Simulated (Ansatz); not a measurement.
**A series of single points on Se**

System: Se (1 atom in the cell).
Method: DFT LDA, scalar-relativistic, plane waves, PAW, no spin polarisation (Ansatz 0.2.0).

The 5 runs differ only in the geometry, by a strain of the cell at fixed fractional positions. Against run 3, the strain is εxx = η and εyy = η. The structure derives from a Materials Project entry.

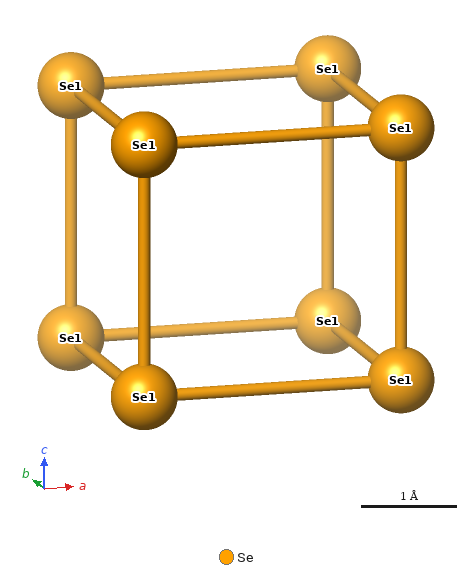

Figure 1. The structure of run 3 (ball-and-stick view of the cell of the calculation, seen slightly off an axis; atoms are numbered from 1 in the order of the input).

### Input of run 3
```yaml
crystal:
  lattice:
    - [2.81056302, 0.0, 0.0]
    - [0.0, 2.81056302, 0.0]
    - [0.0, 0.0, 2.7262461294]
  atoms:
    - { symbol: Se, position: [0.0, 0.0, 0.0] }
basis:
  ecutwfc: 420
kpoints:
  mp_grid: { grid: [16, 16, 16] }
hamiltonian:
  xc: lda
scf:
  occupations: { method: gaussian, width: 0.15 }
output:
  forces: true
  stress: true
  eigenvalues: true
```

Lattice vectors (Å) and fractional positions of run 3:
```
   2.810563    0.000000    0.000000
   0.000000    2.810563    0.000000
   0.000000    0.000000    2.726246
Se  0.000000  0.000000  0.000000
```

Run 2 differs from it as follows:
```diff
-    - [2.81056302, 0.0, 0.0]
-    - [0.0, 2.81056302, 0.0]
+    - [2.7684045747, 0.0, 0.0]
+    - [0.0, 2.7684045747, 0.0]
```

### Results, with one run withheld

| run | strain parameter η (%) | free energy per atom, from the lowest run given (meV) | pressure (GPa) |
| --- | --- | --- | --- |
| 1 | −3.0000 | 8.11 | 4.36 |
| 2 | −1.5000 | ? | ? |
| 3 | 0.0000 | 0.00 | −1.06 |
| 4 | 1.5000 | 12.09 | −3.16 |
| 5 | 3.0000 | 33.52 | −4.94 |

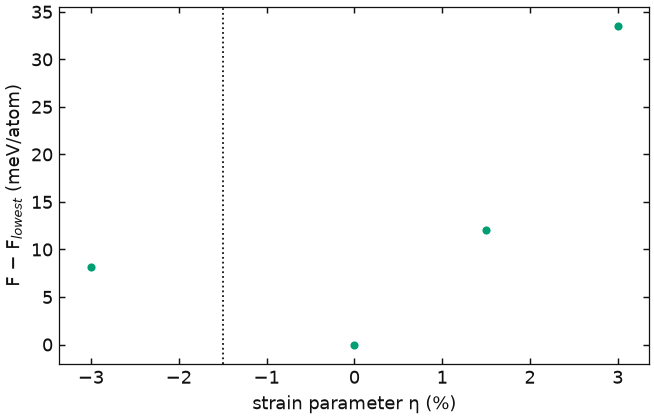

Figure 2. Free energy per atom of the runs given; the dotted line marks run 2.

Estimate the energy of run 2 from the others.

A quadratic polynomial in the coordinate, fitted to the 4 runs given, misses them by at most 0.31 meV per atom. With x = η − 0.3750, it reads F = 2.1529 + 5.9793 x + 2.2912 x² (meV per atom). At run 2 it gives −1.00 meV per atom, and the run itself gives −2.00. The fit has its minimum at η = −0.9298 %. So low a polynomial doesn't follow these energies more closely.

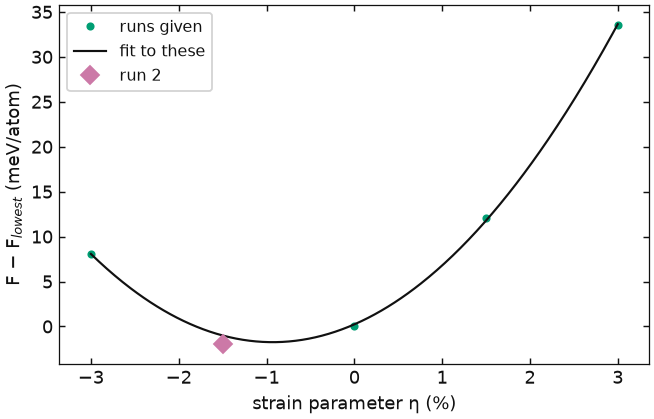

Figure 3. The fit and the withheld run.

### Output, shortened to warnings, some set-up lines, iterations and results (run 2)
```
Basis set: ecut = 420 eV, 421 PW (Γ)
Symmetry: 16 space group operations
k-points: 405 of 4096
Initial density: superposition of atomic densities (neutral atoms: chi_scale 0, normalization atom), corrected by the library's trained network
[...]
SCF iter   1: F=—  HF=-5383.178061 eV  |F-HF|=—  |Δ(HF+E_count)|=         —  Δρ=5.12e-3  dr2=3.09e-3  ethr=1.77e-3  ⟨swp⟩=5.1  Hψ=28789  notcnv=0
SCF iter   2: F=—  HF=-5383.177087 eV  |F-HF|=—  |Δ(HF+E_count)|=   9.73e-4  Δρ=2.82e-3  dr2=1.08e-3  ethr=1.93e-5  ⟨swp⟩=1.0  Hψ=8103  notcnv=0
SCF iter   3: F=—  HF=-5383.176576 eV  |F-HF|=—  |Δ(HF+E_count)|=   5.11e-4  Δρ=2.92e-4  dr2=1.74e-5  ethr=6.74e-6  ⟨swp⟩=3.0  Hψ=8080  notcnv=0
SCF iter   4: F=—  HF=-5383.176563 eV  |F-HF|=—  |Δ(HF+E_count)|=   1.35e-5  Δρ=1.22e-4  dr2=3.25e-6  ethr=1.09e-7  ⟨swp⟩=2.0  Hψ=8033  notcnv=0
SCF iter   5: F=—  HF=-5383.176557 eV  |F-HF|=—  |Δ(HF+E_count)|=   5.68e-6  Δρ=6.05e-5  dr2=8.98e-7  ethr=2.03e-8  ⟨swp⟩=2.0  Hψ=8007  notcnv=0
SCF iter   6: F=—  HF=-5383.176556 eV  |F-HF|=—  |Δ(HF+E_count)|=   1.41e-6  Δρ=1.87e-5  dr2=8.95e-8  ethr=6.25e-10  ⟨swp⟩=3.6  Hψ=20909  notcnv=0
SCF iter   7: F=-5383.176555 eV  HF=-5383.176555 eV  |F-HF|=1.04e-9  |Δ(HF+E_count)|=   1.33e-7  Δρ=1.63e-6  dr2=6.68e-10  ethr=5.60e-10  ⟨swp⟩=5.3  Hψ=23030  notcnv=0
SCF 1 converged in 7 iterations: F = -5383.176555 eV  dr2 = 6.68e-10
SCF converged after 7 iterations
Free energy (F): -5383.176555 eV
Harris-Foulkes:  -5383.176555 eV  (|F-HF|=1.04e-9)
Internal energy: -5383.171100 eV  (E = F + TS)
E sigma→0 (E₀):  -5383.173828 eV
Entropy (-TS):   -0.005455 eV (-5.455 meV/atom)
Fermi energy:    10.787060 eV
--- Per-component energies (eV) ---
  E_band       = -356.075248
  E_kinetic    = 118.405587
  E_local      = -2172.456560  (includes V_loc(G=0)·N_el)
  E_nonlocal   = -587.474652
  E_hartree    = 1086.139727
  E_xc         = -103.660954
  E_vxc        = -98.530882  (∫ρ·V_xc dr)
  E_paw        = -1827.782434  (= ΣΔE_a)
  E_vpaw       = 211.701029  (= ΣTr[D̂ρ^β])
  E_aug_tail   = -0.000591  (compensation charges beyond the density's cutoff)
  E_ewald      = -1898.558584
  E_core_change = 2.217362  (= ΣΔE_core)
  E_smearing   = -0.005455  (= −TS)
  E_closure    = 0.000000  (closes the sum)
  Σ components = -5383.176555   (vs F -5383.176555, Δ=0.00e0)
--- Forces (eV/Å), atoms counted from 1 ---
  atom   1  Se     0.00000000     0.00000000     0.00000000
  max |Σ_I F_I| component: 1.54e-33 eV/Å
--- Stress (GPa, compression-positive) ---
        0.923615       0.000000       0.000000
        0.000000       0.923615       0.000000
        0.000000       0.000000       2.418509
  P = ⅓ Tr σ = 1.4219 GPa (14.219 kbar)
```
